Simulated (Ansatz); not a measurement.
Run report: ZnO, band-structure calculation

ZnO (P6₃mc, 4 atoms in the cell), computed with DFT, PBE, all-electron LAPW, scalar-relativistic, no spin polarisation (Ansatz 0.2.0).

The structure derives from an entry of the Crystallography Open Database. Figures and captions count atoms from 1; the log counts them from 0 in places.

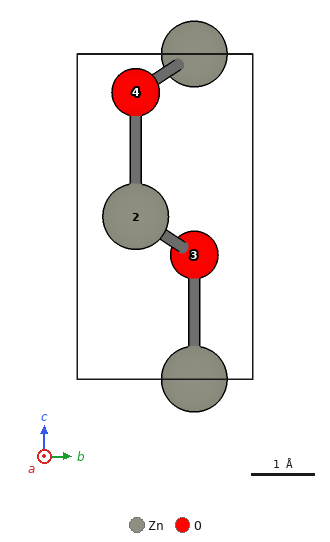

The input geometry (ball-and-stick view of the cell of the calculation, along the a axis; atoms are numbered from 1 in the order of the input). Near neighbours in the crystal (not all of them lie inside the picture): Zn has 4 O at 1.97 to 1.99 Å; O has 4 Zn at 1.97 to 1.99 Å.

## Input
```yaml
crystal:
  lattice:
    - [3.2493987239, 0.0, 0.0]
    - [-1.6246993619, 2.8140618419, 0.0]
    - [0.0, 0.0, 5.2038]
  atoms:
    - { symbol: Zn, position: [0.3333333333, 0.6666666667, 0.0] }
    - { symbol: Zn, position: [0.6666666667, 0.3333333333, 0.5] }
    - { symbol: O, position: [0.3333333333, 0.6666666667, 0.3821] }
    - { symbol: O, position: [0.6666666667, 0.3333333333, 0.8821] }
kpoints:
  mp_grid: { grid: [8, 8, 5] }
  band_path:
    path:
      - [0.0, 0.0, 0.0]
      - [0.5, 0.0, 0.0]
      - [0.3333333333, 0.3333333333, 0.0]
      - [0.0, 0.0, 0.0]
      - [0.0, 0.0, 0.5]
      - [0.5, 0.0, 0.5]
      - [0.3333333333, 0.3333333333, 0.5]
      - [0.0, 0.0, 0.5]
      - [0.5, 0.0, 0.5]
    npoints: 8
scf:
  occupations: { method: fermi_dirac, width: 0.01 }
hamiltonian:
  xc: pbe
  pseudopotentials: { kind: all_electron, lapw: { basis_error: 0.0005 } }
output:
  forces: true
  stress: true
  eigenvalues: true
  populations: true
  dos: { projected: true, de: 0.2, e_range: [-14, 8] }
```

## The program's output
```
Zn: projections on atomic orbitals take those of the free atom 1s2 2s2 2p6 3s2 3p6 3d10 4s2, of charge +0.00 (hamiltonian.pseudopotentials.projection_atoms)
O: projections on atomic orbitals take those of the free atom 1s2 2s2 2p4, of charge +0.00 (hamiltonian.pseudopotentials.projection_atoms)
LAPW: plane waves up to 11.016 Å⁻¹, error target 5.0e-4 eV per atom; small_component_spin mean_spin; O in spheres of 0.888 Å, 8 of its electrons in bands, Dirac shells []; Zn in spheres of 1.086 Å, 20 of its electrons in bands, Dirac shells [] (how accurate: hamiltonian.pseudopotentials.lapw.basis_error, Limitations)
Engine: ansatz 0.2.0, x86_64-unknown-linux-gnu
Pseudopotentials: kind: all_electron
Pseudopotential: Zn, LAPW, valence charge 20, lapw/all_electron/scalar/gaussian/Zn, Koelling and Harmon's equation, gaussian nucleus
Pseudopotential: O, LAPW, valence charge 8, lapw/all_electron/scalar/gaussian/O, Koelling and Harmon's equation, gaussian nucleus
Functional definition: PBE
  parameter kappa = 0.804
  parameter beta = 0.06672455060314922
  exchange = pbe_x(kappa = kappa, mu = beta*pi^2/3)
  correlation = pbe_c(beta = beta)
Crystal: 4 atoms, lattice volume = 47.584 Å³
Basis set: ecut = 462.377636282881 eV, 1087 PW (Γ), exchange–correlation at level 2
Bands: 34, of which v1, the nominal top of the filled ones, is band 28 counted from 1 (27 counted from 0)
Symmetry: 12 space group operations
Space group: P63mc (ITA 186), of the structure as read, at distance tolerance 3.6e-5 Å
k-points: 30 of 320 (time reversal used)
Non-local potential: Zn, projectors of the file, none
Non-local potential: O, projectors of the file, none
Initial density: superposition of atomic densities (chi_scale 0.1, normalization cell, long waves kept (reshape's long-wave potential 0.00 eV rms))
Initial wavefunctions: plane waves of lowest kinetic energy (no species holds an atomic orbital)
Functional: x = pbe(κ = 0.804, μ = 0.2195149727645171), c = pbe(β = 0.06672455060314922)
iter 1 solved again at ethr=1.29e-2 eV; its pass at ethr=1.00e-1 eV (dr2=7.24e0 eV) is discarded
SCF iter   1: F=—  HF=-101846.755799 eV  |F-HF|=—  |Δ(HF+E_count)|=         —  Δρ=1.12e-1  dr2=7.24e0  ethr=1.29e-2  ⟨swp⟩=2.0  Hψ=6423  notcnv=0
preconditioner: auto → Resta (q_TF=auto, 2.803 Å⁻¹)  ε∞=6.2  [insulator: Δε(μ)=1.635 eV  Ē_g=14.106 eV  σ=0.010 eV  W_gap=1.00  n_scr=22 (ndim 8)  ℏωp=32.3 eV  f_vac=0.039  D(μ)=0.00/eV (n_scr^D=0)  ε∞_Penn≈6.2]
iter 2 solved again at ethr=3.04e-4 eV; its pass at ethr=1.29e-2 eV (dr2=1.70e-1 eV) is discarded
SCF iter   2: F=—  HF=-101843.746773 eV  |F-HF|=—  |Δ(HF+E_count)|=    3.01e0  Δρ=2.27e-2  dr2=1.69e-1  ethr=3.04e-4  ⟨swp⟩=2.0  Hψ=5405  notcnv=0
SCF iter   3: F=—  HF=-101843.611192 eV  |F-HF|=—  |Δ(HF+E_count)|=   1.36e-1  Δρ=2.62e-2  dr2=4.53e-1  ethr=3.02e-4  ⟨swp⟩=3.0  Hψ=3323  notcnv=0
SCF iter   4: F=—  HF=-101843.660351 eV  |F-HF|=—  |Δ(HF+E_count)|=         —  Δρ=7.78e-3  dr2=3.63e-2  ethr=3.02e-4  ⟨swp⟩=2.9  Hψ=3204  notcnv=0
the basis was enlarged: its passes take 732.6 KiB over the memory plan, 1 of 1 planned eigensolver slots
SCF iter   5: F=—  HF=-101843.551564 eV  |F-HF|=—  |Δ(HF+E_count)|=   1.09e-1  Δρ=4.01e-3  dr2=4.93e-3  ethr=6.48e-5  ⟨swp⟩=3.0  Hψ=3209  notcnv=0
SCF iter   6: F=—  HF=-101843.545506 eV  |F-HF|=—  |Δ(HF+E_count)|=   6.06e-3  Δρ=7.63e-4  dr2=3.88e-4  ethr=8.80e-6  ⟨swp⟩=3.0  Hψ=3279  notcnv=0
SCF iter   7: F=—  HF=-101843.545968 eV  |F-HF|=—  |Δ(HF+E_count)|=   4.63e-4  Δρ=1.89e-4  dr2=2.26e-5  ethr=6.93e-7  ⟨swp⟩=3.0  Hψ=3317  notcnv=0
SCF iter   8: F=—  HF=-101843.545995 eV  |F-HF|=—  |Δ(HF+E_count)|=   2.65e-5  Δρ=5.35e-5  dr2=1.76e-6  ethr=4.04e-8  ⟨swp⟩=3.0  Hψ=3307  notcnv=0
SCF iter   9: F=-101843.545995 eV  HF=-101843.545995 eV  |F-HF|=4.15e-8  |Δ(HF+E_count)|=   1.04e-8  Δρ=1.17e-5  dr2=7.27e-8  ethr=3.14e-9  ⟨swp⟩=3.0  Hψ=3088  notcnv=0
SCF 1 converged in 9 iterations: F = -101843.545995 eV  dr2 = 7.27e-8
NSCF: frozen V_eff on 65 k-points
SCF converged after 9 iterations
Free energy (F): -101843.545995 eV
Harris-Foulkes:  -101843.545995 eV  (|F-HF|=4.15e-8)
Internal energy: -101843.545995 eV  (E = F + TS)
E sigma→0 (E₀):  -101843.545995 eV
Fermi energy:    9.485063 eV
--- Per-component energies (eV) ---
  E_band       = -3131.295648
  E_kinetic    = 103638.998793
  E_xc         = -4368.627844
  E_electrostatic = -201113.916944  (all electrons and nuclei)
  E_smearing   = -0.000000  (= −TS)
  E_closure    = 0.000000  (closes the sum)
  E_atoms      = -101825.636818  (free atoms, spherical and without spin; not in F)
  Σ components = -101843.545995   (vs F -101843.545995, Δ=0.00e0)
  Basis errors (estimates in eV, not in F): energy 2.1e-4 per atom: plane waves 1.9e-4 (1.2e-4 summed), levels above the bands 0.0e0, relativity 7.3e-8, radial functions 2.0e-5, core shells 1.5e-9; eigenvalues (radial functions only) 3.1e-6; not estimated: angular momenta, meshes, grids; target (lapw.basis_error) 5.0e-4; muffin-tin radii O 0.888 Å, Zn 1.086 Å
--- Forces (eV/Å), atoms counted from 1 ---
  atom   1  Zn    -0.00000000     0.00000000     0.03191072
  atom   2  Zn     0.00000000     0.00000000     0.03191072
  atom   3  O     -0.00000000    -0.00000000    -0.03192772
  atom   4  O      0.00000000     0.00000000    -0.03192772
  max |Σ_I F_I| component: 3.40e-5 eV/Å
--- Stress (GPa, compression-positive) ---
        4.745234      -0.000000      -0.000000
        0.000000       4.745234       0.000000
        0.000000       0.000000       5.043762
  P = ⅓ Tr σ = 4.8447 GPa (48.447 kbar)
--- Band table (eV; the first three rows and the last of 30) ---
  k-point 0: bands = ["-495.8167", "-495.8167", "-114.3570", "-114.3569", "-68.5550", "-68.5518", "-68.5434", "-68.5434", "-68.5428", "-68.5428", "-8.9933", "-8.2632", "3.3513", "3.3513", "3.4378", "3.4888", "3.5349", "3.5349", "4.5287", "4.5287", "4.7406", "4.7406", "5.0306", "8.2885", "8.2885", "8.9783", "9.0713", "9.0713", "9.8919", "14.2959", "17.3393", "21.9446", "21.9446", "23.2027"]
  k-point 1: bands = ["-495.8167", "-495.8167", "-114.3570", "-114.3569", "-68.5547", "-68.5521", "-68.5433", "-68.5433", "-68.5428", "-68.5428", "-8.9270", "-8.3364", "3.3277", "3.3603", "3.3603", "3.3659", "3.5080", "3.5080", "4.5564", "4.5564", "4.7288", "4.7288", "5.4669", "8.2749", "8.3648", "8.3648", "8.9984", "8.9984", "10.7245", "13.9713", "17.6322", "21.9330", "21.9515", "21.9515"]
  k-point 2: bands = ["-495.8167", "-495.8167", "-114.3570", "-114.3569", "-68.5539", "-68.5529", "-68.5432", "-68.5432", "-68.5430", "-68.5430", "-8.7500", "-8.5244", "3.1819", "3.2274", "3.3921", "3.3921", "3.4480", "3.4480", "4.6219", "4.6219", "4.6883", "4.6883", "6.3541", "7.3226", "8.5632", "8.5632", "8.8055", "8.8055", "11.9521", "13.1139", "18.5170", "20.0079", "22.0740", "22.0740"]
  k-point 29: bands = ["-495.8167", "-495.8167", "-114.3569", "-114.3569", "-68.5533", "-68.5532", "-68.5448", "-68.5447", "-68.5443", "-68.5441", "-8.1572", "-8.1277", "3.2736", "3.3235", "3.5744", "3.7311", "4.0661", "4.0675", "4.5709", "4.5965", "4.9720", "5.0159", "5.3281", "5.4264", "6.2494", "6.8040", "7.6911", "7.8848", "16.1757", "16.5240", "17.3404", "17.7696", "18.1268", "18.6769"]
--- Löwdin populations: 4 sites ---
  site symbol       q [e]
     0     Zn     28.5811
     1     Zn     28.5811
     2      O      9.2328
     3      O      9.2328
  spilling = 0.004898 (of n_electrons = 76.000000)
```

## File dos.tsv
```
# E-E_F[eV]	g_bin_mean(E)[states/eV]	N(E)
# format = ansatz-dos/2
# fermi_ev = 9.485063
# fermi_mp_grid = 8 8 5
# fermi_mp_shift = 0 0 0
# g_bin_mean(E): the states in a bin one row spacing wide, centred on E, divided by that spacing. States that the method places at a single energy (under output.dos.method: tetrahedron, those of a tetrahedron whose four corners have one energy) are counted whole in the row whose bin holds that energy (on the edge of two bins, in the lower row). The sum of g_bin_mean over a run of rows, times the row spacing, is the number of states from half a spacing under the first of them to half a spacing over the last (a plain sum, not the trapezoid rule).
-14.000000	0.000000e0	2.400000e1
-13.800000	0.000000e0	2.400000e1
-13.600000	0.000000e0	2.400000e1
-13.400000	0.000000e0	2.400000e1
-13.200000	0.000000e0	2.400000e1
-13.000000	0.000000e0	2.400000e1
-12.800000	0.000000e0	2.400000e1
-12.600000	0.000000e0	2.400000e1
-12.400000	0.000000e0	2.400000e1
-12.200000	0.000000e0	2.400000e1
-12.000000	0.000000e0	2.400000e1
-11.800000	0.000000e0	2.400000e1
-11.600000	0.000000e0	2.400000e1
-11.400000	0.000000e0	2.400000e1
-11.200000	0.000000e0	2.400000e1
-11.000000	0.000000e0	2.400000e1
-10.800000	0.000000e0	2.400000e1
-10.600000	0.000000e0	2.400000e1
-10.400000	0.000000e0	2.400000e1
-10.200000	0.000000e0	2.400000e1
-10.000000	0.000000e0	2.400000e1
-9.800000	0.000000e0	2.400000e1
-9.600000	0.000000e0	2.400000e1
-9.400000	0.000000e0	2.400000e1
-9.200000	0.000000e0	2.400000e1
-9.000000	0.000000e0	2.400000e1
-8.800000	0.000000e0	2.400000e1
-8.600000	0.000000e0	2.400000e1
-8.400000	0.000000e0	2.400000e1
-8.200000	0.000000e0	2.400000e1
-8.000000	0.000000e0	2.400000e1
-7.800000	0.000000e0	2.400000e1
-7.600000	0.000000e0	2.400000e1
-7.400000	0.000000e0	2.400000e1
-7.200000	0.000000e0	2.400000e1
-7.000000	0.000000e0	2.400000e1
-6.800000	0.000000e0	2.400000e1
-6.600000	1.698992e-1	2.400000e1
-6.400000	1.022965e1	2.482269e1
-6.200000	7.764696e0	2.686676e1
-6.000000	8.857179e0	2.826086e1
-5.800000	1.491916e1	3.116073e1
-5.600000	1.084999e1	3.350363e1
-5.400000	6.713841e0	3.543775e1
-5.200000	4.955877e-1	3.600000e1
-5.000000	8.103721e0	3.631181e1
-4.800000	2.075545e1	3.985949e1
-4.600000	1.071754e1	4.297205e1
-4.400000	7.885647e-1	4.402141e1
-4.200000	4.385187e0	4.440679e1
-4.000000	3.525842e0	4.527878e1
-3.800000	3.438014e0	4.603388e1
-3.600000	2.330839e0	4.658815e1
-3.400000	2.063311e0	4.701990e1
-3.200000	2.342638e0	4.742815e1
-3.000000	1.963068e0	4.787627e1
-2.800000	2.379096e0	4.830770e1
-2.600000	3.501800e0	4.889306e1
-2.400000	3.501322e0	4.962399e1
-2.200000	3.448903e0	5.029522e1
-2.000000	3.226686e0	5.100517e1
-1.800000	4.040633e0	5.171350e1
-1.600000	5.389388e0	5.254812e1
-1.400000	5.551800e0	5.381498e1
-1.200000	3.589510e0	5.468993e1
-1.000000	2.374626e0	5.527477e1
-0.800000	1.698169e0	5.566806e1
-0.600000	8.296834e-1	5.592515e1
-0.400000	5.420125e-2	5.600000e1
-0.200000	0.000000e0	5.600000e1
0.000000	0.000000e0	5.600000e1
0.200000	0.000000e0	5.600000e1
0.400000	7.329135e-5	5.600000e1
0.600000	2.208420e-3	5.600013e1
0.800000	8.578324e-3	5.600110e1
1.000000	1.929326e-2	5.600378e1
1.200000	3.450243e-2	5.600904e1
1.400000	6.253662e-2	5.601829e1
1.600000	8.900539e-2	5.603380e1
1.800000	1.082872e-1	5.605365e1
2.000000	1.296548e-1	5.607722e1
2.200000	1.565764e-1	5.610579e1
2.400000	1.860882e-1	5.613995e1
2.600000	2.357938e-1	5.618152e1
2.800000	2.870279e-1	5.623406e1
3.000000	3.072482e-1	5.629442e1
3.200000	3.282890e-1	5.635759e1
3.400000	3.522827e-1	5.642567e1
3.600000	3.775635e-1	5.649846e1
3.800000	4.332736e-1	5.657851e1
4.000000	5.200449e-1	5.667326e1
4.200000	5.795620e-1	5.678391e1
4.400000	6.499053e-1	5.690668e1
4.600000	7.370722e-1	5.704481e1
4.800000	8.716193e-1	5.720385e1
5.000000	1.046221e0	5.739549e1
5.200000	1.237342e0	5.762223e1
5.400000	1.261742e0	5.789984e1
5.600000	1.060058e0	5.810408e1
5.800000	1.152031e0	5.833128e1
6.000000	1.136175e0	5.856246e1
6.200000	1.095151e0	5.878342e1
6.400000	1.139166e0	5.900464e1
6.600000	1.301095e0	5.923889e1
6.800000	1.004785e0	5.948098e1
7.000000	1.029004e0	5.968286e1
7.200000	8.677146e-1	5.988506e1
7.400000	8.035611e-1	6.004691e1
7.600000	9.859406e-1	6.021316e1
7.800000	1.648441e0	6.044405e1
8.000000	3.046259e0	6.093742e1
```

## File populations.tsv
```
# site	symbol	l	j	q
# orbitals = lowdin
# n_electrons = 76.000000
# spilling = 0.004898
# projection_atom_Zn: 1s2 2s2 2p6 3s2 3p6 3d10 4s2
# projection_atom_O: 1s2 2s2 2p4
0	Zn	0_1S	-	1.999997
0	Zn	0_2S	-	1.999833
0	Zn	0_3S	-	1.995382
0	Zn	0_4S	-	0.610030
0	Zn	1_2P	-	5.999999
0	Zn	1_3P	-	5.999479
0	Zn	2_3D	-	9.976366
1	Zn	0_1S	-	1.999997
1	Zn	0_2S	-	1.999833
1	Zn	0_3S	-	1.995382
1	Zn	0_4S	-	0.610030
1	Zn	1_2P	-	5.999999
1	Zn	1_3P	-	5.999479
1	Zn	2_3D	-	9.976366
2	O	0_1S	-	1.999376
2	O	0_2S	-	1.869262
2	O	1_2P	-	5.364150
3	O	0_1S	-	1.999376
3	O	0_2S	-	1.869262
3	O	1_2P	-	5.364150
```

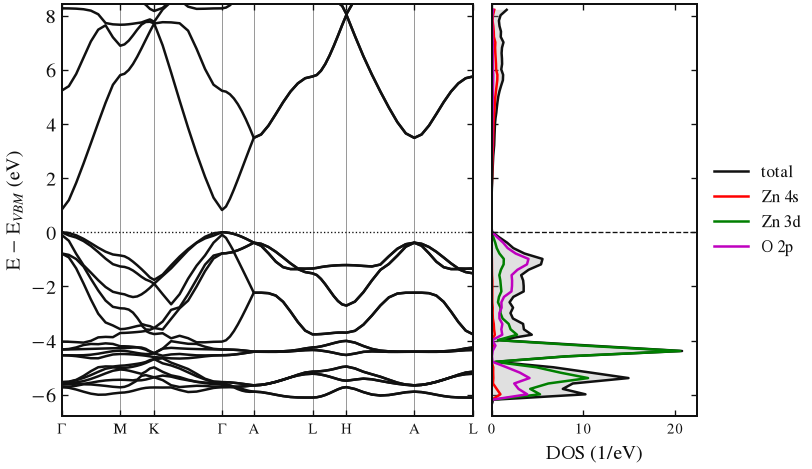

Band structure along Γ–M–K–Γ–A–L–H–A–L and density of states (projected on atomic shells), with energies from the valence-band top. There is a gap of 0.82 eV on this path, direct, at Γ.

## Summary

- outcome: converged
- space group (tolerance 0.01 Å): P6₃mc (186)
- electrons in bands (core shells apart): 56
- free energy: −101843.5460 eV
- Fermi energy: 9.485 eV
- gap on the k-point mesh: 0.82 eV
- pressure: 4.84 GPa
- largest force (length of the vector): 0.032 eV/Å
- hardware: 1 thread of an x86-64 CPU, shared host
- wall time: 38 s
- peak memory: 0.5 GiB
